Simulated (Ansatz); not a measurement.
System GaP (space group F-43m, No. 216); source of the atomic positions: coordinates from a relaxation with DFT PBEsol, scalar-relativistic, plane waves, PAW in Ansatz.

```
Ga P
1.0
     5.43849    0.00000    0.00000
     0.00000    5.43849    0.00000
     0.00000    0.00000    5.43849
Ga P
4 4
Cartesian
  0.0000 0.0000 0.0000
  0.0000 2.7192 2.7192
  2.7192 0.0000 2.7192
  2.7192 2.7192 0.0000
  1.3596 1.3596 1.3596
  1.3596 4.0789 4.0789
  4.0789 1.3596 4.0789
  4.0789 4.0789 1.3596
```

Bonds are taken as Ga–P below 2.6 Å; no other contact counts. The graph is simplified in the usual way: terminal and isolated atoms are pruned, two-connected atoms become edges.

What net does this leave?

The result is a uninodal 4-connected, three-periodic net: Ga and P are 4-connected nodes. It is the dia net, known from diamond, zinc blende and cristobalite. It is a single net, without interpenetration.

```json
{"node": "Ga and P", "links": "4", "point symbol": "6⁶", "coordination sequence": "4 12 24 42 64"}
```

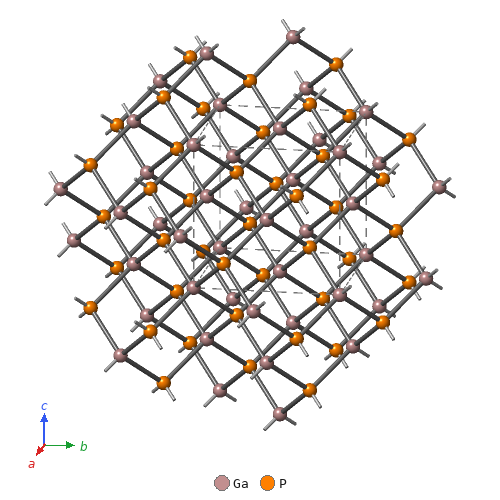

Nodes are coloured by element. Edges to nodes outside the piece are drawn as stubs.
